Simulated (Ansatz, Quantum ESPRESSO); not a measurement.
**SiC (Moissanite 3C): a worked LO-TO splitting**

Wanted: the LO mode of SiC (Moissanite 3C) from the TO mode and the field response.

Method: DFT PBE, scalar-relativistic, plane waves, SG15 norm-conserving pseudopotentials, in Quantum ESPRESSO 7.5.

## 1. The relaxed structure

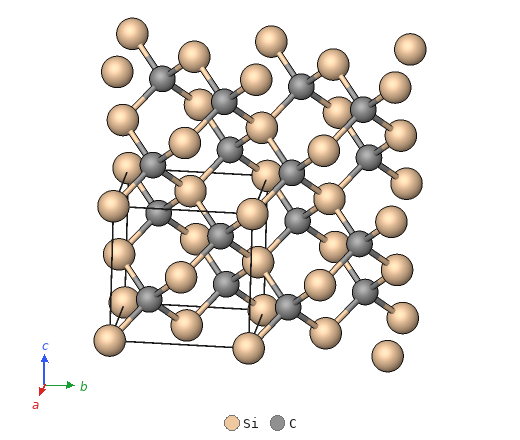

The starting structure, seen slightly off an axis (silicon light orange, carbon grey). 1×2×2 cells are drawn. This picture shows the conventional cell, with its axes. Bonds to atoms that aren't drawn are left out. Some periodic images of atoms are drawn too.

As a file:

```cif
data_structure
_symmetry_space_group_name_H-M 'P 1'
_symmetry_Int_Tables_number 1
_cell_length_a 3.0980
_cell_length_b 3.0980
_cell_length_c 3.0980
_cell_angle_alpha 60.000
_cell_angle_beta 60.000
_cell_angle_gamma 60.000
_cell_volume 21.02
loop_
_atom_site_label
_atom_site_type_symbol
_atom_site_fract_x
_atom_site_fract_y
_atom_site_fract_z
_atom_site_occupancy
Si1 Si 0.00000 0.00000 0.00000 1
C2 C 0.25000 0.25000 0.25000 1
```

This is the cell after its relaxation at this level of theory, not the database cell from which that began.

## 2. What the response run gave

A linear-response run on the relaxed cell, with the response to an electric field; only its zone-centre results are used. Cutoff 80 Ry, k mesh 12×12×12.

The program printed:

```text
[banners, grids, parts of the stress and lines that vanish by symmetry left out]
Program PHONON v.7.5
     Reading xml data from directory:

[...]
Exchange-correlation= PBE
                           (   1   4   3   4   0   0   0)
[...]
kinetic-energy cut-off    =      80.0000  Ry
     charge density cut-off    =     320.0000  Ry
     convergence threshold     =      1.0E-18
[...]
Exchange-correlation= PBE
                           (   1   4   3   4   0   0   0)
[...]
q = (   0.0000000   0.0000000   0.0000000 )
     25 Sym.Ops. (with q -> -q+G )
     G cutoff =  555.6291  (  13731 G-vectors)     FFT grid: ( 36, 36, 36)
     number of k points=    72
[...]
Mode symmetry, T_d (-43m)  point group:
[...]
Dielectric constant
[...]
End of electric fields calculation
          Dielectric constant in cartesian axis
          (       6.978443295      -0.000000000      -0.000000000 )
          (      -0.000000000       6.978443295       0.000000000 )
          (      -0.000000000       0.000000000       6.978443295 )
          Effective charges (d Force / dE) in cartesian axis without acoustic sum rule applied (asr)
           atom    1  Si    Mean Z*:        2.71571
      Ex  (        2.71571        0.00000        0.00000 )
      Ey  (        0.00000        2.71571       -0.00000 )
      Ez  (        0.00000       -0.00000        2.71571 )
           atom    2  C     Mean Z*:       -2.71619
      Ex  (       -2.71619       -0.00000       -0.00000 )
      Ey  (       -0.00000       -2.71619        0.00000 )
      Ez  (       -0.00000        0.00000       -2.71619 )
          Effective charges Sum: Mean:       -0.00048
[...]
Effective charges (d Force / dE) in cartesian axis with asr applied:
           atom    1  Si    Mean Z*:        2.71595
[...]
atom    2  C     Mean Z*:       -2.71595
[...]
Representation #   1 modes #   1   2   3
[...]
End of self-consistent calculation
     Convergence has been achieved
     Representation #   2 modes #   4   5   6
[...]
End of self-consistent calculation
     Convergence has been achieved
[...]
Dielectric constant in cartesian axis
          (       6.978443295      -0.000000000      -0.000000000 )
          (      -0.000000000       6.978443295       0.000000000 )
          (      -0.000000000       0.000000000       6.978443295 )
          Effective charges (d Force / dE) in cartesian axis without acoustic sum rule applied (asr)
           atom    1  Si    Mean Z*:        2.71571
      Ex  (        2.71571        0.00000        0.00000 )
      Ey  (        0.00000        2.71571       -0.00000 )
      Ez  (        0.00000       -0.00000        2.71571 )
           atom    2  C     Mean Z*:       -2.71619
      Ex  (       -2.71619       -0.00000       -0.00000 )
      Ey  (       -0.00000       -2.71619        0.00000 )
      Ez  (       -0.00000        0.00000       -2.71619 )
          Effective charges Sum: Mean:       -0.00048
[...]
Effective charges (d Force / dE) in cartesian axis with asr applied:
           atom    1  Si    Mean Z*:        2.71595
[...]
atom    2  C     Mean Z*:       -2.71595
[...]
q = (    0.000000000   0.000000000   0.000000000 )
[...]
freq (    1) =       1.009265 [THz] =      33.665459 [cm-1]
     freq (    2) =       1.009265 [THz] =      33.665459 [cm-1]
     freq (    3) =       1.009265 [THz] =      33.665459 [cm-1]
     freq (    4) =      23.234923 [THz] =     775.033591 [cm-1]
     freq (    5) =      23.234923 [THz] =     775.033591 [cm-1]
     freq (    6) =      23.234923 [THz] =     775.033591 [cm-1]
[...]
Mode symmetry, T_d (-43m)  point group:
     freq (   1-   3) =         33.7  [cm-1]   --> T_2  G_15 P_4   I+R
     freq (   4-   6) =        775.0  [cm-1]   --> T_2  G_15 P_4   I+R

   JOB DONE.
```

| quantity | value |
| --- | --- |
| cell volume Ω (Å³) | 21.025 |
| mass of Si (u) | 28.085 |
| mass of C (u) | 12.011 |
| Born charge of Si, raw (e) | 2.716 |
| Born charge of C, raw (e) | -2.716 |
| ε∞ | 6.978 |
| ω(TO) after the sum rule (cm⁻¹) | 773.3 |

## 3. The calculation

The charges must sum to zero over the cell; taking off their mean, 0.000 e, leaves Z* = 2.716 e on Si. In the polar mode Si moves against C, so the reduced mass is μ = 28.09 × 12.01 / 40.10 = 8.413 u.

A longitudinal wave builds up a field that adds to the restoring force: ω(LO)² = ω(TO)² + 4π Z*² / (μ Ω ε∞), in Hartree atomic units. With μ = 15336 electron masses and Ω = 141.88 bohr³ the second term is 6.1045e-06 Ha², or 294050 cm⁻² (1 Ha = 219474.6 cm⁻¹).

So ω(LO) = √(598055 + 294050) = 944.5 cm⁻¹, and by the Lyddane-Sachs-Teller relation ε₀ = ε∞ (ω(LO)/ω(TO))² = 10.41.

## 4. Check against the program

The analysis program adds the same non-analytic term to the full matrix, here for q along (1 0 0).

The program printed:

```text
[banner, memory and clock lines left out]
Program DYNMAT v.7.5

     Reading Dynamical Matrix from file g.dyn
     ...Force constants read
     ...epsilon and Z* read

     Polarizability (A^3 units)
     multiply by 0.334134 for Clausius-Mossotti correction
        10.002621   -0.000000   -0.000000
        -0.000000   10.002621    0.000000
        -0.000000    0.000000   10.002621

     IR activities are in (D/A)^2/amu units

# mode   [cm-1]    [THz]      IR
    1     -0.00   -0.0000    0.0000
    2      0.00    0.0000    0.0000
    3      0.00    0.0000    0.0000
    4    773.34   23.1842   20.2284
    5    773.34   23.1842   20.2284
    6    944.51   28.3158   20.2284
```

ε₀ comes from the program's run without a direction of q.

| quantity | by hand | program |
| --- | --- | --- |
| ω(LO) (cm⁻¹) | 944.5 | 944.5 |
| ε₀ | 10.41 | 10.41 |

## 5. What came out

```json
{
 "TO mode": "773.3 cm⁻¹",
 "LO mode": "944.5 cm⁻¹",
 "static dielectric constant": "10.41"
}
```

**Reading.** The LO mode of SiC (Moissanite 3C) lies at 945 cm⁻¹, 171 cm⁻¹ above the TO mode; the formula meets the program within 0.1 cm⁻¹, as it must for a cubic crystal with one polar mode. ω(LO)² − ω(TO)² goes with Z*²/ε∞: an error of 5 % in ε∞ would move the LO mode by 7.4 cm⁻¹, and semilocal functionals tend to overestimate ε∞. The acoustic modes of the response miss zero by 34 cm⁻¹, a numerical error that can touch the optical modes as well. These are harmonic values at zero temperature, at the volume of this functional, for the structure held cubic; stability elsewhere in the zone is no part of this calculation.

[Host names and launcher messages were left out of these logs when they were recorded.]

[Logs are printed without paths, hosts, clocks, repeated set-up lines and the standing remarks that a program may print on its own settings, such as how far it seeks lower states.]

[Hosts, paths, dates, database ids (printed as entryN), source tags and the programs' standing remarks are cut or masked in the printed files.]
